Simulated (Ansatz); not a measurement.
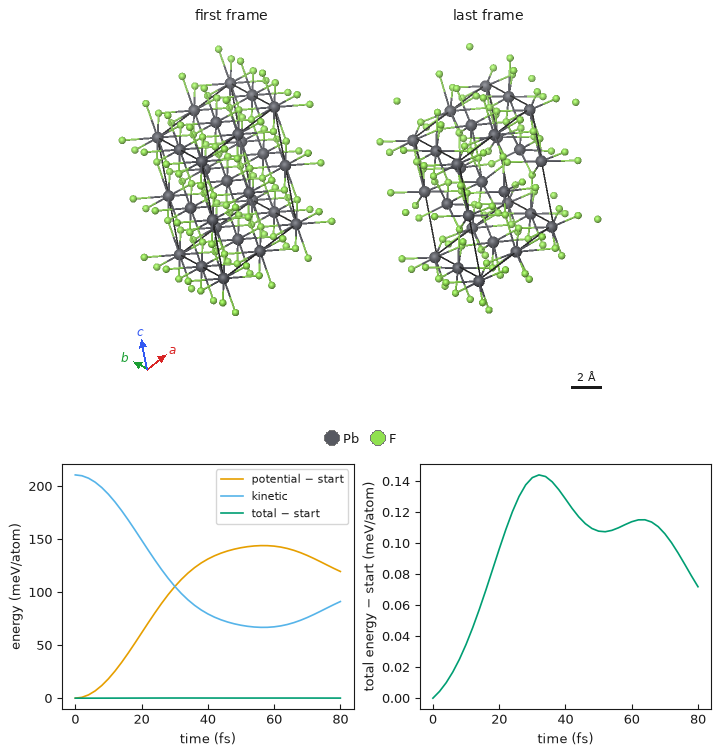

Molecular dynamics of a 24-atom cell of PbF$_{2}$ (built on the fluorite type), 80 fs long. Style: ball-and-stick. Shown: the reduced simulation cell, slightly off an axis. Bonds to atoms that aren't drawn are left out. Lengths and directions refer to the drawn axes.

All numbers below come from Ansatz 0.2.0, DFT, PBEsol, plane waves, PAW. Settings: plane-wave cutoff 420 eV; k-point mesh 2 × 2 × 2; Fermi-Dirac smearing 0.146 eV; constant energy (NVE); velocities drawn for 1700 K; time step 2 fs.

The input:
```yaml
crystal:
  lattice:
    - [0.0, 5.9208777827, 5.9208777827]
    - [5.9208777827, 0.0, 5.9208777827]
    - [5.9208777827, 5.9208777827, 0.0]
  atoms:
    - { symbol: Pb, position: [0.0, 0.0, 0.0] }
    - { symbol: F, position: [0.125, 0.125, 0.125] }
    - { symbol: F, position: [0.375, 0.375, 0.375] }
    - { symbol: Pb, position: [0.0, 0.0, 0.5] }
    - { symbol: F, position: [0.125, 0.125, 0.625] }
    - { symbol: F, position: [0.375, 0.375, 0.875] }
    - { symbol: Pb, position: [0.0, 0.5, 0.0] }
    - { symbol: F, position: [0.125, 0.625, 0.125] }
    - { symbol: F, position: [0.375, 0.875, 0.375] }
    - { symbol: Pb, position: [0.0, 0.5, 0.5] }
    - { symbol: F, position: [0.125, 0.625, 0.625] }
    - { symbol: F, position: [0.375, 0.875, 0.875] }
    - { symbol: Pb, position: [0.5, 0.0, 0.0] }
    - { symbol: F, position: [0.625, 0.125, 0.125] }
    - { symbol: F, position: [0.875, 0.375, 0.375] }
    - { symbol: Pb, position: [0.5, 0.0, 0.5] }
    - { symbol: F, position: [0.625, 0.125, 0.625] }
    - { symbol: F, position: [0.875, 0.375, 0.875] }
    - { symbol: Pb, position: [0.5, 0.5, 0.0] }
    - { symbol: F, position: [0.625, 0.625, 0.125] }
    - { symbol: F, position: [0.875, 0.875, 0.375] }
    - { symbol: Pb, position: [0.5, 0.5, 0.5] }
    - { symbol: F, position: [0.625, 0.625, 0.625] }
    - { symbol: F, position: [0.875, 0.875, 0.875] }
kpoints:
  mp_grid: { grid: [2, 2, 2] }
hamiltonian:
  xc: pbesol
scf:
  occupations: { method: fermi_dirac, width: 0.146 }
md:
  ensemble: nve
  temperature: 1700
  timestep: 2.0
  n_steps: 40
  initial_velocities: maxwell_boltzmann
  seed: 3162
```

Command:
```bash
ansatz run input.yaml --threads 4 --pin off --max-ram 3686MiB --backend cpu --events-out ev --progress --plain --runs-dir out
```

Q: Check the integration.

A: The total energy stays between 0 and 0.14 meV per atom of its start. A straight-line fit has a slope that amounts to +0.067 meV per atom over 80 fs (under 0.1 % of the mean kinetic energy), and the ripple about it is under 0.1 % of the kinetic energy's fluctuation. With a drift under 2 % and a ripple under 7 %, the integration is accurate. Over the second half the temperature averages 600 K (spread ±58 K). The first frame carries almost no forces, so kinetic energy first flows into potential energy: the temperature drops from 1700 to 539 K within 56 fs, and without a thermostat its mean stays below the start. The potential energy in the second half lies on average 136 meV per atom above the first frame.

The run took 6.5 min on 4 threads of Arm Neoverse N1 (shared host), peak memory 1.7 GiB.
